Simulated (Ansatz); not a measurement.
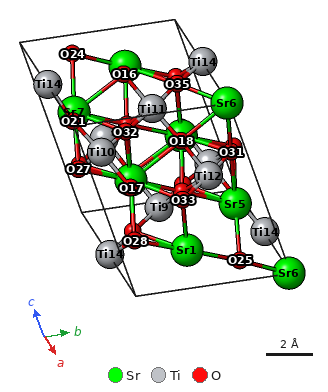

Starting structure of a crystal of SrTiO₃ (set up in P1). The picture is a ball-and-stick view of the cell of the calculation, seen from a free direction.

Method: Ansatz, DFT PBEsol, scalar-relativistic, plane waves, PAW.

Input file:
```yaml
crystal:
  lattice:
    - [-3.8911418854, 3.8911418854, -3.8911418854]
    - [7.7822837707, 3.8911418854, 0.0]
    - [0.0, -7.7822837707, -3.8911418854]
  atoms:
    - { symbol: Sr, position: [0.8674706793, 0.4358011472, 0.1475429664] }
    - { symbol: Sr, position: [0.1445530197, 0.5701662241, 0.8541120594] }
    - { symbol: Sr, position: [0.5801813755, 0.290257234, 0.4380043247] }
    - { symbol: Sr, position: [0.440828012, 0.7169821103, 0.5722549484] }
    - { symbol: Sr, position: [0.7093881181, 0.8574851114, 0.2870571285] }
    - { symbol: Sr, position: [-0.0128920332, -0.0091864774, -0.0034827111] }
    - { symbol: Sr, position: [0.2863382101, 0.1363040768, 0.7123971774] }
    - { symbol: Ti, position: [0.0737335122, 0.2912550216, 0.4318926266] }
    - { symbol: Ti, position: [0.3658056283, 0.432209223, 0.1524367019] }
    - { symbol: Ti, position: [0.7774695937, 0.1433128603, 0.7181740199] }
    - { symbol: Ti, position: [0.6413483113, 0.571565113, 0.8505917747] }
    - { symbol: Ti, position: [0.9339940518, 0.7235864263, 0.5803545751] }
    - { symbol: Ti, position: [0.2131389614, 0.857163681, 0.2771505272] }
    - { symbol: Ti, position: [0.5059568014, 0.0053742593, 0.0019882932] }
    - { symbol: O, position: [0.2057642331, 0.3609289032, 0.2844409988] }
    - { symbol: O, position: [0.4932767322, 0.4937994111, -0.0101670281] }
    - { symbol: O, position: [0.9382653732, 0.2190905277, 0.5796754819] }
    - { symbol: O, position: [0.7883675795, 0.6534893562, 0.7223870578] }
    - { symbol: O, position: [0.0718190477, 0.7897479857, 0.4297725308] }
    - { symbol: O, position: [0.3576078438, 0.9234633956, 0.1470282718] }
    - { symbol: O, position: [0.6343474129, 0.0573423239, 0.8425312819] }
    - { symbol: O, position: [0.3497997305, 0.422135069, 0.6332086453] }
    - { symbol: O, position: [0.6356732381, 0.5685105099, 0.3601390224] }
    - { symbol: O, position: [0.0715585458, 0.2862823814, 0.9315341707] }
    - { symbol: O, position: [0.9364105244, 0.7257742311, 0.0823080816] }
    - { symbol: O, position: [0.2072283977, 0.8478195422, 0.7854058846] }
    - { symbol: O, position: [0.4977767348, 0.0045530212, 0.4995144671] }
    - { symbol: O, position: [0.7962540861, 0.1460371416, 0.2080879106] }
    - { symbol: O, position: [0.1443812771, 0.0733078924, 0.3428046936] }
    - { symbol: O, position: [0.4263118917, 0.2088255494, 0.0707204304] }
    - { symbol: O, position: [0.8502383095, 0.9269852565, 0.6515603736] }
    - { symbol: O, position: [0.7017654371, 0.3473379707, 0.7747899868] }
    - { symbol: O, position: [-0.0082109819, 0.503161997, 0.4962330299] }
    - { symbol: O, position: [0.282649082, 0.6408447195, 0.2179132613] }
    - { symbol: O, position: [0.5785640737, 0.7867583001, 0.9363205086] }
basis:
  ecutwfc: 420
  xc_grid: 2
kpoints:
  mp_grid: { grid: [3, 3, 3], shift: [0.0, 0.0, 0.0] }
hamiltonian:
  xc: pbesol
scf:
  occupations: { method: gaussian, width: 0.02 }
output:
  forces: true
  stress: false
  eigenvalues: true
relax:
  adjacent_minimum: "off"
  f_tol: 0.03
  max_steps: 25
```

Run as
```bash
ansatz run input.yaml --threads 8 --pin off --max-ram 16384MiB --backend cpu --events-out ev --progress --plain --runs-dir out
```

Question: Where does the relaxation end?

Answer: After 9 accepted moves (11 points after the start) the energy has fallen by 23.8 meV per atom. The largest force component goes from 2.2 to 0.0034 eV/Å. 2 steps only repeated the SCF at the same geometry. O29 moves most: 0.15 Å along [−1 −1 3]. By element the largest moves are O 0.15 Å, Sr 0.12 Å, Ti 0.10 Å. The lattice vectors keep their values. Among the contacts that change: Sr6–O18 2.611 → 2.805 Å, Sr6–O35 2.645 → 2.804 Å, Ti13–O25 1.837 → 1.988 Å, Ti11–O25 2.051 → 1.905 Å. Bond angles that change, for instance: Sr3–O29–Sr6 97.0° → 88.9°, O25–Ti11–O35 85.8° → 92.6°, O17–Ti8–O28 94.2° → 87.5°. The space group (tolerance 0.01 Å) goes from P1 (No. 1) to R3m (No. 160). Cost: 3.5 min on 8 threads of Arm Neoverse V2 (shared host), peak memory 3 GiB.

The end point in the same view:

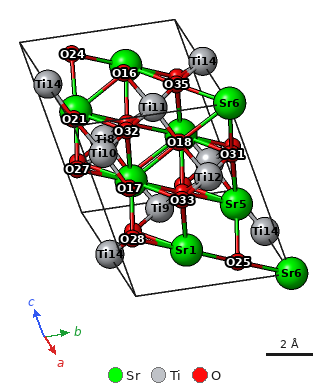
